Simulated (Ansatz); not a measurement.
**WSe2: geometry relaxation**

WSe2 (6 atoms in the cell), computed with DFT PBE, scalar-relativistic, plane waves, PAW, no spin polarisation (Ansatz 0.2.0).

The structure derives from a Materials Project entry.

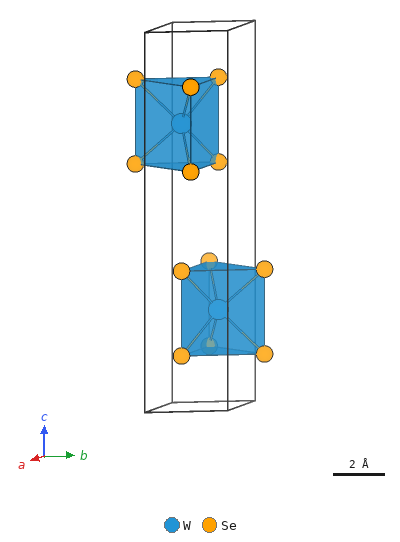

**Figure 1.** The input geometry (polyhedral view of the cell of the calculation, seen slightly off an axis; polyhedra are completed across the faces of the cell). An atom can appear more than once, as a periodic image.

**The input**
```yaml
crystal:
  lattice:
    - [3.3209866301, 0.0, 0.0]
    - [-1.6604933151, 2.8760587873, 0.0]
    - [0.0, 0.0, 15.0438319106]
  atoms:
    - { symbol: W, position: [0.6666666667, 0.3333333333, 0.75] }
    - { symbol: W, position: [0.3333333333, 0.6666666667, 0.25] }
    - { symbol: Se, position: [0.3333333333, 0.6666666667, 0.8615430499] }
    - { symbol: Se, position: [0.6666666667, 0.3333333333, 0.3615430499] }
    - { symbol: Se, position: [0.3333333333, 0.6666666667, 0.6384569501] }
    - { symbol: Se, position: [0.6666666667, 0.3333333333, 0.1384569501] }
basis:
  ecutwfc: 420
kpoints:
  mp_grid: { grid: [12, 12, 2] }
hamiltonian:
  xc: pbe
scf:
  occupations: { method: gaussian, width: 0.02 }
output:
  forces: true
  stress: true
  eigenvalues: true
  write_density: true
  write_potential: true
  elf: true
  volumetric_format: npy
relax:
  adjacent_minimum: "off"
  f_tol: 0.005
  max_steps: 80
  cell: { stress_tol: 0.05 }
```

Run as:
```bash
ansatz run input.yaml --threads 4 --pin off --max-ram 10240MiB --backend cpu --events-out ev --progress --plain --runs-dir out
```

**Log**
```
Engine: ansatz 0.2.0, aarch64-unknown-linux-gnu
Pseudopotentials: kind: paw
Pseudopotential: W, paw, valence charge 14, recommended cutoff 420 eV (normal), W.paw.azcp
Pseudopotential: Se, paw, valence charge 16, recommended cutoff 420 eV (normal), Se.paw.azcp
Functional definition: PBE
  parameter kappa = 0.804
  parameter beta = 0.06672455060314922
  exchange = pbe_x(kappa = kappa, mu = beta*pi^2/3)
  correlation = pbe_c(beta = beta)
Crystal: 6 atoms, lattice volume = 143.689 Å³
Basis set: ecut = 420 eV, 2823 PW (Γ), exchange–correlation on 48×48×216 points (8 copies of the dense FFT grid, shifted against one another)
Bands: 56, of which v1, the nominal top of the filled ones, is band 46 counted from 1 (45 counted from 0)
Symmetry: 24 space group operations
Space group: P63/mmc (ITA 194), of the structure as read, at distance tolerance 5.2e-5 Å
k-points: 38 of 288
Non-local potential: W, projectors of the file, l = 0: 3, l = 1: 2, l = 2: 2, l = 3: 1
Non-local potential: Se, projectors of the file, l = 0: 2, l = 1: 2, l = 2: 3, l = 3: 1
PAW form: soft (Blöchl's): semilocal exchange-correlation on the pseudo side does not see the compensation charge
PAW one-centre angular grid: W, 590 points (default); XC on 64 Gauss nodes
PAW one-centre angular grid: Se, 590 points (default); XC on 64 Gauss nodes
Initial density: superposition of atomic densities (neutral atoms: chi_scale 0, normalization atom), corrected by the library's trained network
Initial wavefunctions: pseudopotential atomic-orbital guess
Functional: x = pbe(κ = 0.804, μ = 0.2195149727645171), c = pbe(β = 0.06672455060314922)
SCF iter   1: F=—  HF=-42649.321030 eV  |F-HF|=—  |Δ(HF+E_count)|=         —  Δρ=4.49e-3  dr2=3.01e-2  ethr=1.77e-3  ⟨swp⟩=6.8  Hψ=7946  notcnv=0  defer=5
preconditioner: auto → Resta (q_TF=auto, 2.533 Å⁻¹)  ε∞=5.5  [insulator: Δε(μ)=1.490 eV  Ē_g=8.770 eV  σ=0.020 eV  W_gap=1.00  n_scr=54 (ndim 8)  ℏωp=18.6 eV  f_vac=0.199  D(μ)=0.00/eV (n_scr^D=0)  ε∞_Penn≈5.5]
SCF iter   2: F=—  HF=-42649.326458 eV  |F-HF|=—  |Δ(HF+E_count)|=   5.43e-3  Δρ=2.54e-3  dr2=5.34e-3  ethr=3.27e-5  ⟨swp⟩=2.0  Hψ=3315  notcnv=0  defer=112
SCF iter   3: F=—  HF=-42649.329544 eV  |F-HF|=—  |Δ(HF+E_count)|=   3.09e-3  Δρ=9.97e-4  dr2=2.26e-3  ethr=5.81e-6  ⟨swp⟩=2.0  Hψ=2870  notcnv=0  defer=112
SCF iter   4: F=—  HF=-42649.329870 eV  |F-HF|=—  |Δ(HF+E_count)|=   3.26e-4  Δρ=1.97e-4  dr2=1.22e-4  ethr=2.45e-6  ⟨swp⟩=2.0  Hψ=2653  notcnv=0  defer=112
SCF iter   5: F=—  HF=-42649.329889 eV  |F-HF|=—  |Δ(HF+E_count)|=   1.96e-5  Δρ=8.79e-5  dr2=2.81e-5  ethr=1.32e-7  ⟨swp⟩=2.0  Hψ=3687  notcnv=0  defer=112
SCF iter   6: F=—  HF=-42649.329859 eV  |F-HF|=—  |Δ(HF+E_count)|=   3.04e-5  Δρ=4.22e-5  dr2=3.69e-6  ethr=3.05e-8  ⟨swp⟩=2.0  Hψ=3672  notcnv=0  defer=112
SCF iter   7: F=—  HF=-42649.329865 eV  |F-HF|=—  |Δ(HF+E_count)|=   5.99e-6  Δρ=8.47e-6  dr2=1.32e-7  ethr=4.02e-9  ⟨swp⟩=2.1  Hψ=2702  notcnv=0  defer=112
SCF iter   8: F=-42649.329865 eV  HF=-42649.329865 eV  |F-HF|=6.37e-8  |Δ(HF+E_count)|=   3.11e-7  Δρ=2.89e-6  dr2=1.33e-8  ethr=1.09e-10  ⟨swp⟩=14.8  Hψ=15226  notcnv=0
SCF 1 converged in 8 iterations: F = -42649.329865 eV  dr2 = 1.33e-8
  greatest PAW one-centre occupation: 1.000 electrons in one spin orbital (limit 2), on the Se atom at site 4 (counted from 0), in its partial waves of l = 2
relax step   1: F+E_penalty+E_count = -42649.32986548 eV  Δ(F+E_penalty+E_count) = +0.000e0 eV  max|allowed force component| = 1.204e-3 eV/Å  Δτ_max = 0.0000 Å  P = +0.013 GPa  Ω = 143.689 Å³  (8 SCF iters, dr2 threshold 1.00e-7 eV, accepted)
Initial density: handed on by an earlier stage of this run
Initial wavefunctions: pseudopotential atomic-orbital guess (no wavefunctions were taken with the density)
iter 1 solved again at ethr=5.69e-8 eV; its pass at ethr=3.10e-3 eV (dr2=5.23e-5 eV) is discarded
SCF iter   1: F=—  HF=-42649.329901 eV  |F-HF|=—  |Δ(HF+E_count)|=         —  Δρ=2.93e-6  dr2=1.42e-8  ethr=5.69e-8  ⟨swp⟩=4.0  Hψ=13977  notcnv=0
preconditioner: auto → Resta (q_TF=auto, 2.533 Å⁻¹)  ε∞=5.5  [insulator: Δε(μ)=1.456 eV  Ē_g=8.775 eV  σ=0.020 eV  W_gap=1.00  n_scr=54 (ndim 8)  ℏωp=18.6 eV  f_vac=0.201  D(μ)=0.00/eV (n_scr^D=0)  ε∞_Penn≈5.5]
SCF iter   2: F=—  HF=-42649.329865 eV  |F-HF|=—  |Δ(HF+E_count)|=   3.53e-5  Δρ=1.96e-6  dr2=6.46e-9  ethr=1.55e-11  ⟨swp⟩=3.6  Hψ=5197  notcnv=0
SCF iter   3: F=—  HF=-42649.329865 eV  |F-HF|=—  |Δ(HF+E_count)|=   3.42e-8  Δρ=6.82e-7  dr2=1.00e-9  ethr=7.03e-12  ⟨swp⟩=2.5  Hψ=2925  notcnv=0
SCF iter   4: F=—  HF=-42649.329865 eV  |F-HF|=—  |Δ(HF+E_count)|=   4.29e-9  Δρ=2.64e-7  dr2=1.20e-10  ethr=1.09e-12  ⟨swp⟩=2.6  Hψ=3941  notcnv=0
SCF iter   5: F=-42649.329865 eV  HF=-42649.329865 eV  |F-HF|=1.46e-11  |Δ(HF+E_count)|=  1.31e-10  Δρ=1.64e-7  dr2=4.69e-11  ethr=1.00e-12  ⟨swp⟩=7.1  Hψ=10156  notcnv=0
SCF 2 converged in 5 iterations: F = -42649.329865 eV  dr2 = 4.69e-11
  greatest PAW one-centre occupation: 1.000 electrons in one spin orbital (limit 2), on the Se atom at site 5 (counted from 0), in its partial waves of l = 2
relax step   2: F+E_penalty+E_count = -42649.32986549 eV  Δ(F+E_penalty+E_count) = -1.048e-8 eV  max|allowed force component| = 1.218e-3 eV/Å  Δτ_max = 0.0000 Å  P = +0.013 GPa  Ω = 143.689 Å³  stress off target by 3.76e-2 GPa  SCF on the basis re-selected at this cell (its energy is not comparable with the rows above)  (5 SCF iters)
```

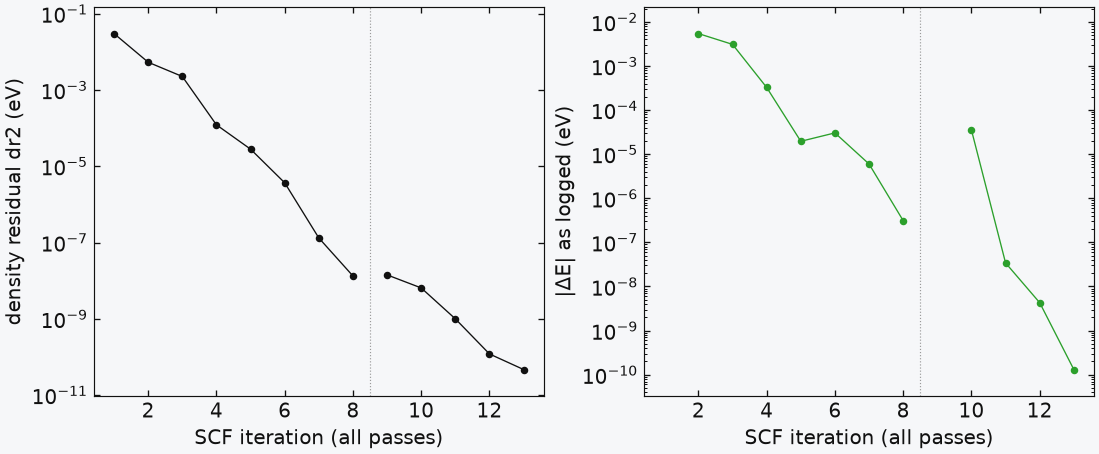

**Figure 2.** Convergence of the self-consistent field: density residual dr2 and size of the energy change against the SCF iteration. The dotted lines part the SCF passes of the relaxation: geometry steps, rejected trials and re-solves on a re-selected basis. The passes take 8 and 5 iterations.

```
basis re-selected at this cell: Δ(F+E_penalty+E_count) = -1.048e-8 eV, ΔP = -0.000 GPa vs the last step (what re-selecting the basis moved, of the pressure what is left beyond the Pulay correction that the steps carried, after the strain that the cell walked since its last selection, with what the two solves' SCF thresholds leave and, on support functions, any second-order correction that the steps lacked; it is no measure of the basis error at this ecutwfc). This SCF's stress stands 3.76e-2 GPa from its target on what of the cell is left free (relax.cell.stress_tol is 5.00e-2 GPa) and its largest allowed force component is 1.22e-3 eV/Å (relax.f_tol is 5.00e-3 eV/Å): within both
SCF converged after 5 iterations
Free energy (F): -42649.329865 eV
Harris-Foulkes:  -42649.329865 eV  (|F-HF|=1.46e-11)
Internal energy: -42649.329865 eV  (E = F + TS)
E sigma→0 (E₀):  -42649.329865 eV
Fermi energy:    10.678033 eV
--- Per-component energies (eV) ---
  E_band       = -1930.956898
  E_kinetic    = 1375.194626
  E_local      = -14852.091946  (includes V_loc(G=0)·N_el)
  E_nonlocal   = -2379.722949
  E_hartree    = 7086.479114
  E_xc         = -951.261868
  E_vxc        = -871.101801  (∫ρ·V_xc dr)
  E_paw        = -24771.204330  (= ΣΔE_a)
  E_vpaw       = 623.809581  (= ΣTr[D̂ρ^β])
  E_aug_tail   = -0.002488  (compensation charges beyond the density's cutoff)
  E_ewald      = -8156.720023
  E_smearing   = -0.000000  (= −TS)
  E_closure    = 0.000000  (closes the sum)
  Σ components = -42649.329865   (vs F -42649.329865, Δ=0.00e0)
--- Forces (eV/Å), atoms counted from 1 ---
  atom   1  W      0.00000000     0.00000000     0.00000000
  atom   2  W      0.00000000     0.00000000    -0.00000000
  atom   3  Se     0.00000000    -0.00000000     0.00121845
  atom   4  Se     0.00000000    -0.00000000     0.00121845
  atom   5  Se     0.00000000    -0.00000000    -0.00121845
  atom   6  Se     0.00000000     0.00000000    -0.00121845
  max |Σ_I F_I| component: 4.63e-18 eV/Å
--- Stress (GPa, compression-positive) ---
        0.000320       0.000000       0.000000
        0.000000       0.000320       0.000000
        0.000000       0.000000       0.037570
  P = ⅓ Tr σ = 0.0127 GPa (0.127 kbar)
--- Band table (eV; the first three rows and the last of 38) ---
  k-point 0: bands = ["-64.0761", "-64.0761", "-37.5987", "-37.5987", "-37.5987", "-37.5987", "-37.5982", "-37.5982", "-37.5982", "-37.5982", "-37.5665", "-37.5665", "-37.5665", "-37.5665", "-37.5654", "-37.5654", "-37.5654", "-37.5654", "-37.5534", "-37.5533", "-37.5513", "-37.5513", "-28.3382", "-28.3382", "-28.2317", "-28.2317", "-28.2317", "-28.2317", "-4.7779", "-4.7473", "-3.5612", "-3.5060", "3.6712", "3.9326", "7.3624", "7.5872", "7.5872", "7.5888", "7.5888", "8.2418", "8.6890", "8.6890", "8.6941", "8.6941", "9.3745", "9.8687", "12.8184", "12.8184", "12.8247", "12.8247", "12.9730", "12.9730", "12.9976", "12.9976", "14.2475", "15.0284"]
  k-point 1: bands = ["-64.0761", "-64.0761", "-37.5987", "-37.5987", "-37.5987", "-37.5987", "-37.5982", "-37.5982", "-37.5982", "-37.5982", "-37.5665", "-37.5665", "-37.5665", "-37.5665", "-37.5654", "-37.5654", "-37.5654", "-37.5654", "-37.5534", "-37.5534", "-37.5513", "-37.5513", "-28.3382", "-28.3382", "-28.2317", "-28.2317", "-28.2317", "-28.2317", "-4.7629", "-4.7629", "-3.5334", "-3.5334", "3.7950", "3.7950", "7.5880", "7.5880", "7.5880", "7.5880", "7.7473", "7.7473", "8.6915", "8.6915", "8.6915", "8.6915", "9.6838", "9.6838", "12.8212", "12.8212", "12.8212", "12.8212", "12.9856", "12.9856", "12.9856", "12.9856", "14.6053", "14.6053"]
  k-point 2: bands = ["-64.0755", "-64.0755", "-37.5987", "-37.5987", "-37.5985", "-37.5985", "-37.5983", "-37.5983", "-37.5980", "-37.5980", "-37.5665", "-37.5665", "-37.5665", "-37.5665", "-37.5656", "-37.5655", "-37.5654", "-37.5654", "-37.5532", "-37.5532", "-37.5512", "-37.5512", "-28.3353", "-28.3353", "-28.2460", "-28.2460", "-28.2350", "-28.2350", "-4.6775", "-4.6470", "-3.5099", "-3.4563", "3.8016", "4.0630", "7.2105", "7.2772", "7.2801", "7.6843", "7.6868", "7.8412", "8.5167", "8.5227", "8.6672", "8.8723", "9.3734", "9.7880", "12.4851", "12.5740", "12.6250", "12.6809", "12.8402", "12.8698", "12.9917", "13.0056", "14.8189", "15.5632"]
  k-point 37: bands = ["-64.0661", "-64.0661", "-37.5971", "-37.5971", "-37.5961", "-37.5961", "-37.5960", "-37.5960", "-37.5958", "-37.5958", "-37.5682", "-37.5682", "-37.5674", "-37.5674", "-37.5665", "-37.5665", "-37.5664", "-37.5664", "-37.5514", "-37.5514", "-37.5491", "-37.5491", "-28.3892", "-28.3892", "-28.3653", "-28.3653", "-28.2894", "-28.2894", "-2.5779", "-2.5779", "-2.4497", "-2.4497", "4.6355", "4.6355", "4.7334", "4.7334", "5.6258", "5.6258", "6.1890", "6.1890", "6.6832", "6.6832", "7.5909", "7.5909", "9.9243", "9.9243", "11.4739", "11.4739", "12.7384", "12.7384", "13.3602", "13.3602", "14.6876", "14.6876", "15.7973", "15.7973"]
--- Relaxed structure (1 steps of the walk, 1 accepted, 1 SCFs on fresh bases) ---
  F+E_penalty+E_count = -42649.32986549 eV   max|allowed force component| = 1.218e-3 eV/Å   (the final SCF, on the basis selected at the relaxed cell)
  cell:  # Å, volume = 143.6889 Å³
    - [3.3209866301028437, 2.886752475098153e-11, 0.0]
    - [-1.6604933150764218, 2.8760587872831036, 0.0]
    - [0.0, 0.0, 15.0438319106]
  atoms:
    - { symbol: W, position: [0.6666666666666667, 0.3333333333333333, 0.7500000000000002] }
    - { symbol: W, position: [0.33333333333333337, 0.6666666666666666, 0.25000000000000006] }
    - { symbol: Se, position: [0.33333333333333337, 0.6666666666666666, 0.8615430499000002] }
    - { symbol: Se, position: [0.6666666666666667, 0.3333333333333333, 0.36154304990000014] }
    - { symbol: Se, position: [0.33333333333333337, 0.6666666666666666, 0.6384569501000001] }
    - { symbol: Se, position: [0.6666666666666667, 0.3333333333333333, 0.13845695010000006] }
```

**Trajectory as extended XYZ (Å, eV, eV/Å), 2 frames, from step=1 to step=2**
```
6
Lattice="3.3210 0.0000 0.0000 -1.6605 2.8761 0.0000 0.0000 0.0000 15.0438" Properties=species:S:1:pos:R:3:forces:R:3 step=1 energy=-42649.32986 pressure_GPa=0.01
W     1.6605    0.9587   11.2829    0.0000   0.0000   0.0000
W     0.0000    1.9174    3.7610    0.0000   0.0000   0.0000
Se    0.0000    1.9174   12.9609    0.0000   0.0000   0.0012
Se    1.6605    0.9587    5.4390    0.0000   0.0000   0.0012
Se    0.0000    1.9174    9.6048    0.0000   0.0000  -0.0012
Se    1.6605    0.9587    2.0829    0.0000   0.0000  -0.0012
6
Lattice="3.3210 0.0000 0.0000 -1.6605 2.8761 0.0000 0.0000 0.0000 15.0438" Properties=species:S:1:pos:R:3:forces:R:3 step=2 energy=-42649.32986 pressure_GPa=0.01
W     1.6605    0.9587   11.2829    0.0000   0.0000   0.0000
W     0.0000    1.9174    3.7610    0.0000   0.0000   0.0000
Se    0.0000    1.9174   12.9609    0.0000   0.0000   0.0012
Se    1.6605    0.9587    5.4390    0.0000   0.0000   0.0012
Se    0.0000    1.9174    9.6048    0.0000   0.0000  -0.0012
Se    1.6605    0.9587    2.0829    0.0000   0.0000  -0.0012
```

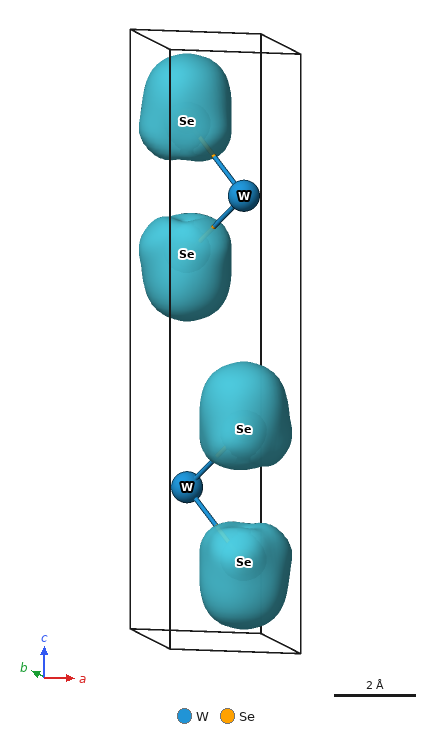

**Figure 3.** Isosurface of the ELF at 0.65 (cyan), seen slightly off an axis. Core shells and regions of very low density are left out. Sticks mark near contacts. The outline is the cell set on symmetry axes. Values along the shortest contacts: W–Se (2.55 Å): the ELF is about 0.55 at the midpoint. The fields are those of the smooth PAW valence density.

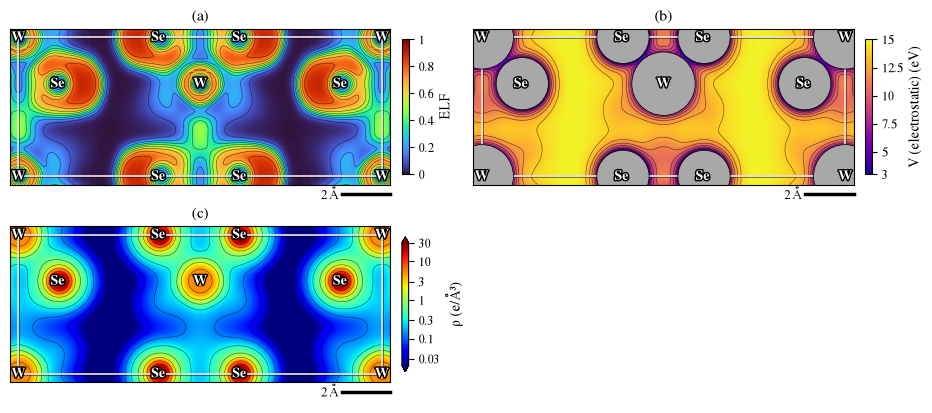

**Figure 4.** (a) ELF; (b) electrostatic potential energy of an electron; (c) valence pseudo-density on the (110) plane of the conventional cell. Grey discs, where drawn, cover atomic cores. The section cuts through W and Se sites. W–Se (2.55 Å): ρ at the midpoint is about 0.54 e/Å³; the ELF is about 0.55 at the midpoint. Away from the nuclei the density in this plane falls to 0.004 e/Å³ at its lowest. The strong features right at W lie inside the PAW spheres (semicore, d or f shells) and say nothing about bonding. Outside the cores the potential energy rises away from the atoms and is highest about 2.3 Å from the nearest atoms; outside the discs it spans about 12 eV, and its zero is arbitrary.

**Summary**

- outcome: converged
- space group (tolerance 0.01 Å): P6₃/mmc (194)
- electrons treated: 92
- free energy: −42649.3299 eV
- Fermi energy: 10.678 eV
- gap on the k-point mesh: 1.46 eV
- pressure: 0.01 GPa
- final volume: 143.69 Å³
- largest force (length of the vector) at the end: 0.001 eV/Å
- final cell: a = 3.321 Å, b = 3.321 Å, c = 15.044 Å, α = 90.00°, β = 90.00°, γ = 120.00°
- hardware: 4 threads of Arm Neoverse V2, 24 GiB of memory available, shared host
- wall time: 9.2 s (CPU time 35 s)
- peak memory: 0.64 GiB

**Remarks**

Spin–orbit coupling is left out, which matters for W.
